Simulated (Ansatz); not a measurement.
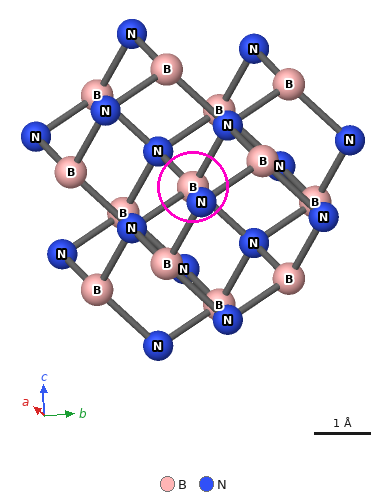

Perfect BN. A ball-and-stick model of the atoms within 3.3 Å of one point, seen from a free direction.

The calculation used DFT, PBEsol, PAW, plane waves in Ansatz. (plane-wave cutoff 420 eV; k-point mesh 1 × 1 × 1; mesh shifted by (0.25, 0.25, 0.25); collinear spin) Fermi-Dirac smearing of 0.01 eV. The axes drawn are those of the host's conventional cell.

A boron atom is taken out (a vacancy) at the ringed place, in charge state 0. The supercell has 64 sites, and the atoms are relaxed at the host's cell.

How do the neighbours respond?

Answer. Around the empty B site the host had 4 N at 1.56 Å; after relaxation the nearest atoms are 4 N at 1.68 to 1.73 Å. Of the host's atoms, a nitrogen atom moves furthest from its site, by 0.17 Å. The cell's net moment is 1.00 μB.

The relaxed defect, seen from the same direction:

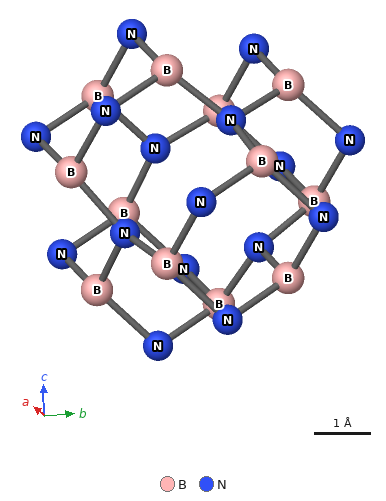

Limits of the set-up: the periodic images lie only 7.2 Å apart, so the values are limited by the cell's size.
